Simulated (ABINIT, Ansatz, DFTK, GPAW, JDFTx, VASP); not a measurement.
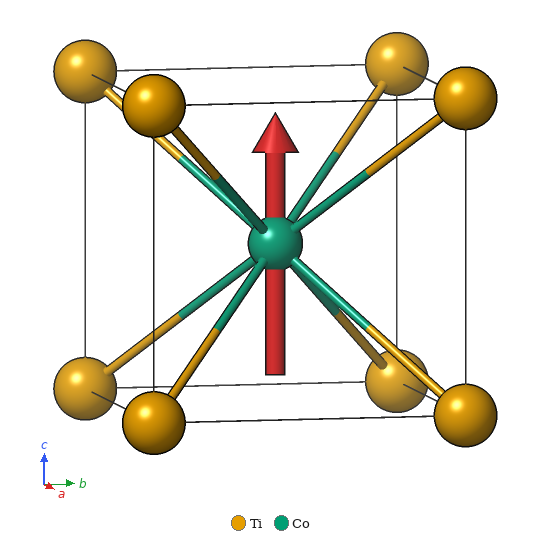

TiCo, caesium chloride (CsCl, B2) type, space group Pm-3m (No. 221), a = 2.986 Å, b = 2.986 Å, c = 2.986 Å, α = 90.00°, β = 90.00°, γ = 90.00°. The run's cell of 2 atoms, with the site moments from DFTK (PseudoDojo 0.4.1 standard) as arrows (above 0.25 μB; red up, blue down). The cell is a structure listed in the Materials Project. It needn't be the stable form of this composition.

One fixed geometry in six programs or potential sets. Alike in all runs: functional PBE; k mesh 9 × 9 × 9 on the run's cell of 2 atoms; occupations fermi-dirac, width 0.05 eV; collinear spin, ferromagnetic start; no spin-orbit coupling. All runs are metallic.

```tsv
program	pressure (GPa)	net moment (μB per cell of 2)
DFTK (PseudoDojo 0.4.1 standard)	-0.5	0.82
VASP (PBE potentials, release 64 Co, Ti_sv)	-1.1	0.79
GPAW (PAW data 1.2.1)	?	?
JDFTx (PseudoDojo 0.5 standard)	-0.4	0.82
Ansatz LAPW (all-electron)	-0.5	0.83
ABINIT (JTH PAW PBE v2.0)	-0.3	0.82
```

Question: What does GPAW (PAW data 1.2.1) give?

Answer: A pressure of -1.0 GPa and a moment of 0.82 μB. The other rows span -1.1 to -0.3 GPa and 0.79 to 0.83 μB.

Question: Is this cell larger or smaller than the equilibrium cell of this functional?

Answer: Larger: all pressures given are negative (-1.1 to -0.3 GPa), so its volume would shrink, by the pressure over the bulk modulus to first order.

Plane-wave pressures hold the error of each finite cutoff. Each run keeps the magnetic state that it reached from a ferromagnetic start.

Notes on single rows: ABINIT (JTH PAW PBE v2.0): small starting moments can end in a higher magnetic state in this program.
